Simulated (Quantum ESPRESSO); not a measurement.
**Band-structure run, with input and output: MoH4 (part 2 of 2)**

The same run, continued: MoH4 (I-43m, 5 atoms in the cell); Kohn-Sham DFT of a periodic cell, optB88-vdW, SPMS 1.0 PBE, no spin polarisation (Quantum ESPRESSO 7.5); cutoff 952.4 eV, 8×8×8 k-mesh, Gaussian smearing of 0.05 eV. The structure was made by swapping elements on the sites of another compound; it need not be a known phase.

Geometry of the input (Å; fractional positions):
```
-2.5372  2.5372  2.5372
2.5372  -2.5372  2.5372
2.5372  2.5372  -2.5372
H  0.0000  -0.0000  0.7463
H  0.7463  0.0000  0.0000
H  0.0000  0.7463  -0.0000
H  0.2537  0.2537  0.2537
Mo 0.0000  0.0000  0.0000
```

### The program's output, continued
```
     Self-consistent Calculation

     iteration #  1     ecut=    70.00 Ry     beta= 0.50
     Davidson diagonalization with overlap
     ethr =  1.00E-02,  avg # of iterations =  5.5

     total energy              =    -143.16256650 Ry
     estimated scf accuracy    <       0.62355076 Ry

     iteration #  2     ecut=    70.00 Ry     beta= 0.50
     Davidson diagonalization with overlap
     ethr =  3.46E-03,  avg # of iterations =  2.2

     total energy              =    -143.21628998 Ry
     estimated scf accuracy    <       0.07684641 Ry

     iteration #  3     ecut=    70.00 Ry     beta= 0.50
     Davidson diagonalization with overlap
     ethr =  4.27E-04,  avg # of iterations =  2.7

     total energy              =    -143.22146868 Ry
     estimated scf accuracy    <       0.01044542 Ry

     iteration #  4     ecut=    70.00 Ry     beta= 0.50
     Davidson diagonalization with overlap
     ethr =  5.80E-05,  avg # of iterations =  4.2

     total energy              =    -143.22305595 Ry
     estimated scf accuracy    <       0.00020935 Ry

     iteration #  5     ecut=    70.00 Ry     beta= 0.50
     Davidson diagonalization with overlap
     ethr =  1.16E-06,  avg # of iterations =  4.2

     total energy              =    -143.22306468 Ry
     estimated scf accuracy    <       0.00007985 Ry

     iteration #  6     ecut=    70.00 Ry     beta= 0.50
     Davidson diagonalization with overlap
     ethr =  4.44E-07,  avg # of iterations =  2.0

     total energy              =    -143.22307455 Ry
     estimated scf accuracy    <       0.00000051 Ry

     iteration #  7     ecut=    70.00 Ry     beta= 0.50
     Davidson diagonalization with overlap
     ethr =  2.85E-09,  avg # of iterations =  2.7

     total energy              =    -143.22307482 Ry
     estimated scf accuracy    <       0.00000010 Ry

     iteration #  8     ecut=    70.00 Ry     beta= 0.50
     Davidson diagonalization with overlap
     ethr =  5.61E-10,  avg # of iterations =  2.0

     total energy              =    -143.22307483 Ry
     estimated scf accuracy    <          5.5E-09 Ry

     iteration #  9     ecut=    70.00 Ry     beta= 0.50
     Davidson diagonalization with overlap
     ethr =  3.08E-11,  avg # of iterations =  2.0

     End of self-consistent calculation

          k = 0.0000 0.0000 0.0000 (  4321 PWs)   bands (ev):

   -57.6454 -32.8375 -32.8375 -32.8375  -2.5423  -2.5423  -2.5423  -2.4555
     2.6567   2.6567   9.7064   9.7064   9.7064  10.6921  12.5208

          k = 0.1083 0.1083 0.0000 (  4336 PWs)   bands (ev):

   -57.6454 -32.8387 -32.8380 -32.8374  -2.5692  -2.5560  -2.5204  -2.2106
     2.6159   2.6562   8.0301   9.2265   9.5641  11.4740  12.3786

          k = 0.2165 0.2165 0.0000 (  4340 PWs)   bands (ev):

   -57.6453 -32.8417 -32.8393 -32.8374  -2.5887  -2.5731  -2.4134  -1.6516
     2.5236   2.6575   5.9390   8.3076   9.1949  10.9656  12.1531

          k = 0.3248 0.3248 0.0000 (  4378 PWs)   bands (ev):

   -57.6451 -32.8446 -32.8405 -32.8373  -2.6210  -2.5797  -2.2754  -0.9158
     2.4433   2.6622   4.2000   7.5584   8.8288  10.6326  12.0030

          k =-0.4330-0.4330 0.0000 (  4362 PWs)   bands (ev):

   -57.6451 -32.8459 -32.8411 -32.8373  -2.6342  -2.5829  -2.2130  -0.4852
     2.4219   2.6652   3.4152   7.2768   8.6825  10.5327  11.9530

          k = 0.2165 0.1083 0.1083 (  4342 PWs)   bands (ev):

   -57.6453 -32.8408 -32.8385 -32.8378  -2.5807  -2.5263  -2.4949  -1.8260
     2.5513   2.6537   6.5910   8.4181   9.0549  11.5998  12.0438

          k = 0.3248 0.2165 0.1083 (  4357 PWs)   bands (ev):

   -57.6452 -32.8435 -32.8400 -32.8378  -2.6037  -2.5312  -2.3677  -1.1845
     2.4689   2.6433   4.9790   7.3632   8.5999  11.2491  12.4047

          k = 0.4330 0.3248 0.1083 (  4358 PWs)   bands (ev):

   -57.6451 -32.8452 -32.8412 -32.8378  -2.6225  -2.5387  -2.2558  -0.5614
     2.4239   2.6089   3.8212   6.7648   8.3282  11.0398  12.7717

          k = 0.4330 0.2165 0.2165 (  4366 PWs)   bands (ev):

   -57.6451 -32.8445 -32.8413 -32.8384  -2.6184  -2.4513  -2.3342  -0.6334
     2.4284   2.5717   4.3641   6.0573   8.2009  11.4969  12.4055

          k = 0.5413 0.3248 0.2165 (  4366 PWs)   bands (ev):

   -57.6451 -32.8445 -32.8424 -32.8385  -2.6249  -2.4250  -2.3045  -0.3628
     2.4270   2.4928   4.2224   5.4445   8.0710  11.5358  12.7970

          k = 0.2165 0.2165 0.2165 (  4351 PWs)   bands (ev):

   -57.6452 -32.8431 -32.8385 -32.8385  -2.5569  -2.5569  -2.4533  -1.3176
     2.5976   2.5976   5.3212   7.8344   7.8344  12.4682  12.8963

          k = 0.3248 0.3248 0.2165 (  4356 PWs)   bands (ev):

   -57.6451 -32.8444 -32.8403 -32.8385  -2.5869  -2.5367  -2.3612  -0.7358
     2.5436   2.6473   4.3354   6.6062   7.3866  12.3108  13.5792

          k = 0.4330 0.4330 0.2165 (  4344 PWs)   bands (ev):

   -57.6451 -32.8446 -32.8413 -32.8385  -2.5991  -2.5331  -2.3083  -0.4466
     2.5226   2.6691   3.9252   6.1384   7.2228  12.2164  13.7556

          k = 0.0000 0.0000 0.2165 (  4317 PWs)   bands (ev):

   -57.6453 -32.8388 -32.8385 -32.8385  -2.5622  -2.5134  -2.5134  -2.0399
     2.5330   2.6773   7.5914   8.7488   8.7488  11.5758  12.3904

          k = 0.4330 0.3248 0.3248 (  4369 PWs)   bands (ev):

   -57.6451 -32.8437 -32.8415 -32.8394  -2.5844  -2.4736  -2.3839  -0.4435
     2.5935   2.6419   4.4223   5.5130   6.7229  13.0598  13.8397

          k = 0.0000-0.1083 0.3248 (  4364 PWs)   bands (ev):

   -57.6452 -32.8416 -32.8398 -32.8385  -2.5565  -2.5037  -2.4165  -1.5223
     2.4132   2.6446   5.9978   7.8673   8.3097  11.3301  11.9768

          k =-0.0000-0.2165 0.4330 (  4362 PWs)   bands (ev):

   -57.6451 -32.8445 -32.8411 -32.8384  -2.5750  -2.5085  -2.2761  -0.8086
     2.3280   2.5446   4.4355   7.1553   8.1209  11.3830  11.8488

          k = 0.1083-0.1083 0.4330 (  4375 PWs)   bands (ev):

   -57.6451 -32.8435 -32.8412 -32.8392  -2.5503  -2.4282  -2.3450  -0.9419
     2.2882   2.5277   5.0681   6.7062   8.0652  11.1827  11.7526

          k =-0.8660-0.3248-0.3248 (  4364 PWs)   bands (ev):

   -57.6450 -32.8457 -32.8416 -32.8384  -2.5843  -2.5112  -2.2126  -0.3892
     2.3208   2.4182   3.7768   6.8872   8.0537  11.2903  12.2472

          k =-0.7578-0.2165-0.3248 (  4373 PWs)   bands (ev):

   -57.6450 -32.8450 -32.8424 -32.8393  -2.5583  -2.4033  -2.2520  -0.3629
     2.2319   2.3339   4.3059   5.9802   8.0643  11.4319  11.6034

          k =-0.6495-0.2165-0.2165 (  4367 PWs)   bands (ev):

   -57.6450 -32.8441 -32.8441 -32.8396  -2.5576  -2.2952  -2.2952  -0.1581
     2.2109   2.2109   4.8354   4.8354   8.1982  11.4429  11.7762

          k = 0.4330 0.4330 0.4330 (  4372 PWs)   bands (ev):

   -57.6451 -32.8415 -32.8415 -32.8415  -2.4826  -2.4826  -2.4826  -0.4065
     2.6730   2.6730   5.2989   5.2989   5.2989  14.6036  14.6193

          k = 0.0000 0.0000 0.4330 (  4361 PWs)   bands (ev):

   -57.6451 -32.8416 -32.8411 -32.8411  -2.4354  -2.4184  -2.4184  -1.1000
     2.2353   2.5153   5.9139   7.0459   7.0459  10.6527  12.9310

          k =-0.0000-0.1083 0.5413 (  4370 PWs)   bands (ev):

   -57.6450 -32.8442 -32.8424 -32.8411  -2.4373  -2.3769  -2.2779  -0.4681
     2.1083   2.2869   4.9507   6.3781   6.8524  10.6408  12.3007

          k =-0.8660-0.2165-0.2165 (  4350 PWs)   bands (ev):

   -57.6449 -32.8453 -32.8429 -32.8410  -2.4422  -2.3661  -2.2112  -0.0896
     2.0931   2.0985   4.4058   6.1255   6.9177  10.9702  11.5766

          k =-0.7578-0.1083-0.2165 (  4365 PWs)   bands (ev):

   -57.6449 -32.8448 -32.8438 -32.8417  -2.4118  -2.2853  -2.2376   0.0074
     2.0117   2.0573   4.8152   5.4502   6.8575  10.6581  11.2860

          k =-0.0000-0.0000 0.6495 (  4345 PWs)   bands (ev):

   -57.6449 -32.8440 -32.8437 -32.8437  -2.2811  -2.2811  -2.2789   0.0451
     1.9420   2.0267   5.3506   5.7339   5.7339  10.2093  11.1430

          k =-0.8660-0.1083-0.1083 (  4382 PWs)   bands (ev):

   -57.6448 -32.8450 -32.8442 -32.8437  -2.2811  -2.2498  -2.2098   0.3492
     1.8921   1.8923   4.9882   5.4884   5.7741  10.2830  10.5067

          k =-0.8660-0.8660-0.8660 (  4412 PWs)   bands (ev):

   -57.6448 -32.8448 -32.8448 -32.8448  -2.2091  -2.2091  -2.2091   0.5947
     1.8225   1.8225   5.2447   5.2447   5.2447  10.0885  10.0885

     the Fermi energy is     2.4733 ev

!    total energy              =    -143.22307483 Ry
     estimated scf accuracy    <          8.2E-11 Ry
     smearing contrib. (-TS)   =      -0.00063490 Ry
     internal energy E=F+TS    =    -143.22243992 Ry

     The total energy is F=E-TS. E is the sum of the following terms:
     one-electron contribution =    -113.50710445 Ry
     hartree contribution      =      58.10041999 Ry
     xc contribution           =     -24.60350575 Ry
     ewald contribution        =     -63.21224971 Ry

     convergence has been achieved in   9 iterations

     Forces acting on atoms (cartesian axes, Ry/au):

     atom    1 type  1   force =    -0.60571212   -0.60571212    0.60571212
     atom    2 type  1   force =     0.60571212   -0.60571212   -0.60571212
     atom    3 type  1   force =    -0.60571212    0.60571212   -0.60571212
     atom    4 type  1   force =     0.60571212    0.60571212    0.60571212
     atom    5 type  2   force =     0.00000000    0.00000000    0.00000000

     Total force =     2.098248     Total SCF correction =     0.000002

     Computing stress (Cartesian axis) and pressure

          total   stress  (Ry/bohr**3)                   (kbar)     P=      948.03
   0.00644459  -0.00000000  -0.00000000          948.03       -0.00       -0.00
  -0.00000000   0.00644459   0.00000000           -0.00      948.03        0.00
  -0.00000000   0.00000000   0.00644459           -0.00        0.00      948.03

=------------------------------------------------------------------------------=
   JOB DONE.
=------------------------------------------------------------------------------=
```

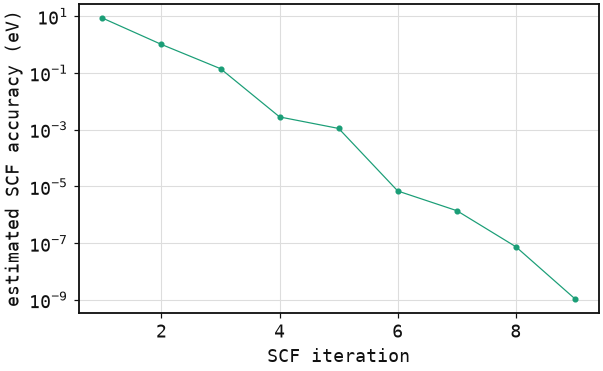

Convergence of the self-consistent field: estimated SCF accuracy against the iteration. The field takes 9 iterations in all.

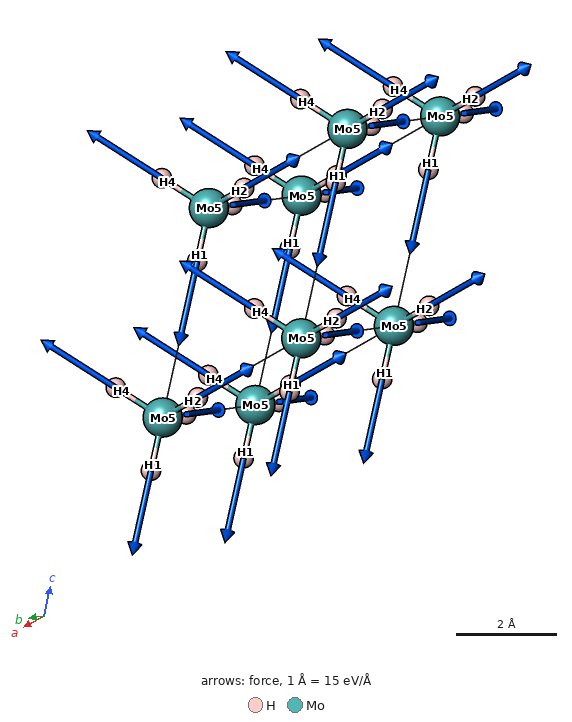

Forces on the atoms as blue arrows (ball-and-stick view of the cell of the calculation, seen at an oblique angle; atoms are numbered from 1 in the order of the input). The largest act on all 4 H atoms (26.97 eV/Å). The geometry is not a stationary point of this energy.

### Summary

| quantity | value |
| --- | --- |
| outcome | converged |
| space group (tolerance 0.01 Å) | I-43m (217) |
| electrons treated | 18 |
| free energy | −1948.6492 eV |
| Fermi energy | 2.473 eV |
| gap on the k-point mesh | none (metallic) |
| pressure | 94.80 GPa |
| largest force (length of the vector) | 26.974 eV/Å |
| wall time | 2.1 min |
| peak memory | 0.15 GiB |

Further notes kept with the run: potentials made for another functional. Points of doubt noted for this run: potentials made for another functional. The cell is under a pressure of 95 GPa at this level, so it is not at its equilibrium volume.
